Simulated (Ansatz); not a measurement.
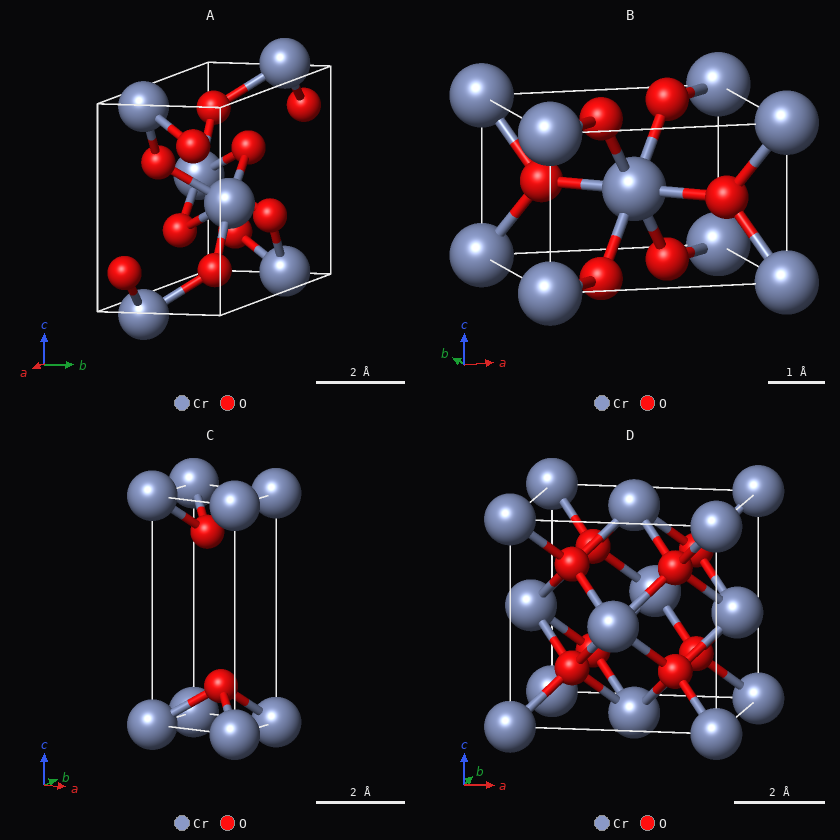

Four structures of CrO2, each relaxed to rest (conventional cells in solid outline, small ones repeated, each panel with its own scale). Method: DFT PBE, scalar-relativistic, plane waves, PAW in Ansatz, with collinear spins.

Give the type and space group of each panel.

A: 12 atoms a cell on a primitive orthorhombic lattice, Pnma; B: rutile, P4_2/mnm; C: cadmium iodide (CdI₂, 1T) type, P-3m1; D: fluorite (CaF₂ type), Fm-3m.

Rank them by energy, lowest first.

B, then A (+42 meV/atom), C (+158 meV/atom) and D (+282 meV/atom), energies at zero smearing.

Collect the results in a table.

| panel | structure | E − E(lowest) (meV/atom) | volume (Å³/atom) | gap (eV) |
| --- | --- | --- | --- | --- |
| B | P4_2/mnm | 0 | 9.6 | metal |
| A | Pnma | 42 | 10.6 | metal |
| C | P-3m1 | 158 | 12.8 | metal |
| D | Fm-3m | 282 | 8.7 | 0.55 |

Some of these may be structure types tried for this composition rather than known phases, and the most stable form need not be among them. Gaps are taken on the k-mesh or band path of each run.
